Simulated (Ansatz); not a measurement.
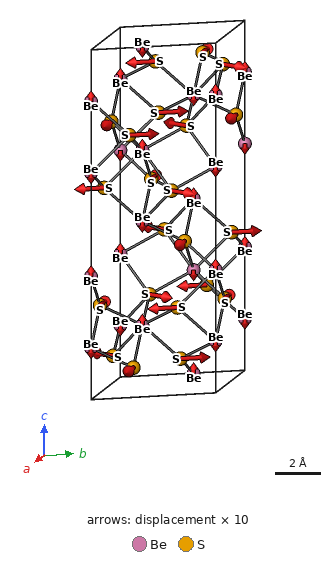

This is a relaxation of a crystal of Be2S3 (built on the corundum_167 type) (coarse preliminary run). The starting structure is drawn; red arrows show the displacements (the part carried along by the change of the cell is left out), 10 times their true length.

A ball-and-stick model of the conventional cell (3 times the calculation's cell), seen slightly off an axis. Lengths and directions refer to the drawn axes.

Case: corundum type (R-3c, No. 167).

All numbers below come from DFT PBE, scalar-relativistic, plane waves, PAW in Ansatz 0.2.0. (plane-wave cutoff 420 eV; k-point mesh 6 × 6 × 6; occupations gaussian; smearing width 0.1 eV; no spin polarisation; cell and atoms relaxed; force threshold 0.04 eV/Å; at most 70 steps)

> Which element moves most?

Sulfur: up to 0.14 Å, against 0.05 Å for beryllium.

> What happened in the run?

The largest moves relative to the cell, 0.14 Å, are those of S atoms. By element the largest moves are S 0.14 Å, Be 0.05 Å. The volume changes by −11.9 %, with a = b 5.870 → 5.881 Å (+0.2 %), c 16.027 → 14.072 Å (−12.2 %). Among the contacts that change: Be–S 2.288 → 2.146 Å, Be–S 2.432 → 2.451 Å. Bond angles that change, for instance: Be–S–Be 84.7° → 74.9°, S–Be–S 90.8° → 83.3°, S–Be–S 79.6° → 86.9°. The space group stays R-3c (No. 167). Over 6 accepted moves (7 points after the start) the energy falls by 87.0 meV per atom. Largest force component: 0.38 eV/Å at the start, 0.032 eV/Å at the end. Pressure: −8.34 GPa at the start and 0.03 GPa at the end. The SCF was repeated once at an unchanged geometry on a basis and grid sized afresh for the cell, which shifted the energy by 0.1 meV per atom at most.
